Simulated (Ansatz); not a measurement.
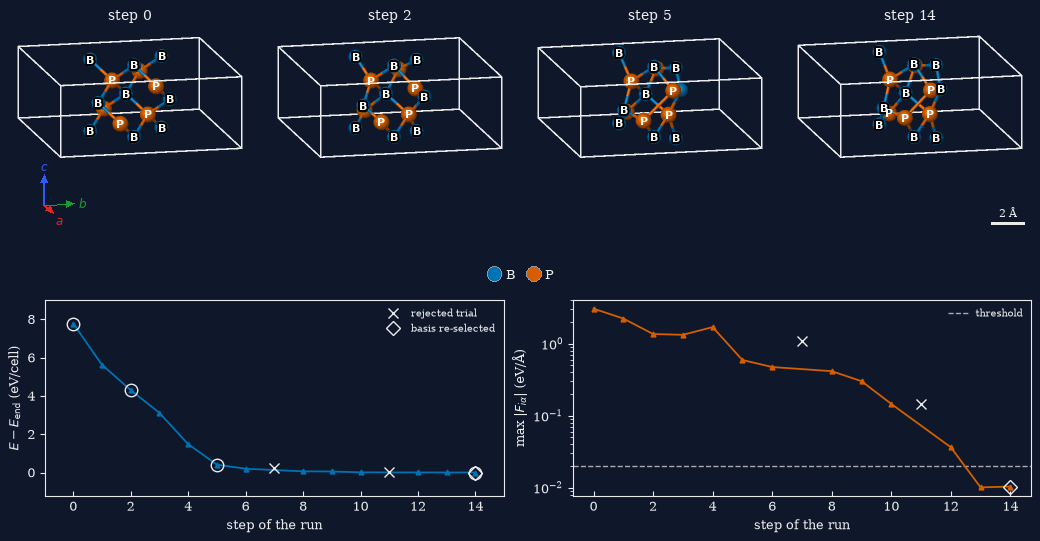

Frames of a relaxation of a wire of composition BP, marked on the history of the run. A ball-and-stick model of the cell of the calculation, with the vacuum cut short, seen slightly off an axis.

Case: wire along [0 0 1], 12 atoms a period.

Level of theory: DFT PBE, scalar-relativistic, plane waves, PAW (Ansatz).

Input file:
```yaml
crystal:
  lattice:
    - [13.5, 0.0, 0.0]
    - [0.0, 13.8, 0.0]
    - [0.0, 0.0, 4.5483038457]
  atoms:
    - { symbol: B, position: [0.584227849, 0.5, 0.0], spin: 0.3 }
    - { symbol: P, position: [0.331544302, 0.5823968088, 0.75], spin: 0.3 }
    - { symbol: P, position: [0.668455698, 0.5823968088, 0.75], spin: 0.3 }
    - { symbol: B, position: [0.584227849, 0.3352063824, 0.5], spin: 0.3 }
    - { symbol: B, position: [0.584227849, 0.6647936176, 0.5], spin: 0.3 }
    - { symbol: P, position: [0.331544302, 0.4176031912, 0.25], spin: 0.3 }
    - { symbol: P, position: [0.668455698, 0.4176031912, 0.25], spin: 0.3 }
    - { symbol: B, position: [0.415772151, 0.5, 0.5], spin: 0.3 }
    - { symbol: P, position: [0.5, 0.5823968088, 0.25], spin: 0.3 }
    - { symbol: B, position: [0.415772151, 0.3352063824, 0.0], spin: 0.3 }
    - { symbol: B, position: [0.415772151, 0.6647936176, 0.0], spin: 0.3 }
    - { symbol: P, position: [0.5, 0.4176031912, 0.75], spin: 0.3 }
basis:
  ecutwfc: 420
kpoints:
  mp_grid: { grid: [1, 1, 7] }
hamiltonian:
  xc: pbe
scf:
  occupations: { method: gaussian, width: 0.05 }
output:
  forces: true
  stress: true
  eigenvalues: true
  populations: true
  write_density: true
  write_potential: true
  elf: true
  volumetric_format: npy
magnetization:
  spin_polarized: true
relax:
  adjacent_minimum: "off"
  f_tol: 0.02
  max_steps: 45
  cell: { fix: [a, b, alpha, beta, gamma], stress_tol: 0.03 }
```

Launched with:
```bash
ansatz run input.yaml --threads 4 --pin off --max-ram 11264MiB --backend cpu --events-out ev --progress --plain --runs-dir out
```

Describe the path.

Answer. The largest moves relative to the centre of the atoms, 0.89 Å, are those of B4, B5, B10 and B11. Largest moves by element: B 0.89 Å, P 0.45 Å. Along the periodic axis the drawn cell goes c 4.548 → 4.625 Å (+1.7 %). Near-neighbour distances that change, for instance: B4–B10 3.216 → 1.737 Å, P2–P6 3.216 → 2.359 Å, B10–P12 1.969 → 1.852 Å, B1–P12 1.969 → 2.082 Å. Among the angles between lasting bonds that change: B4–P12–B10 109.5° → 145.6°, B1–P12–B10 109.5° → 81.8°, B1–P3–B5 109.5° → 85.5°. Over 11 accepted moves (14 points after the start) the energy falls by 7.775 eV per cell of the calculation. Largest force component: 3.1 eV/Å at the start, 0.01 eV/Å at the end. The line search rejected the trial steps at points 7, 11 of the run. At 1 point the geometry stayed and the basis and grid were re-selected for the new cell (energy shift of 2.2 meV per cell of the calculation at most each time). The program noted that the starting moments weren't kept. From step 0 to 2: B atoms move most (0.39 Å), energy −3.470 eV per cell of the calculation. From step 2 to 5: B atoms move most (0.57 Å), energy −3.894 eV per cell of the calculation. From step 5 to 14: P atoms move most (0.21 Å), energy −0.411 eV per cell of the calculation.

```
step  E − E(0), meV/atom  largest force component, eV/Å                      note
   0                0.00                         3.0714                          
   1             -179.25                         2.2425                          
   2             -289.14                         1.3653                          
   3             -388.45                         1.3303                          
   4             -524.37                         1.7034                          
   5             -613.66                         0.5945                          
   6             -631.47                         0.4747                          
   7             -626.96                         1.0982                  rejected
   8             -642.80                         0.4154                          
   9             -643.55                         0.3018                          
  10             -647.21                         0.1457                          
  11             -647.05                         0.1431                  rejected
  12             -647.73                         0.0364                          
  13             -647.76                         0.0101                          
  14             -647.94                         0.0104  same geometry, new basis
```
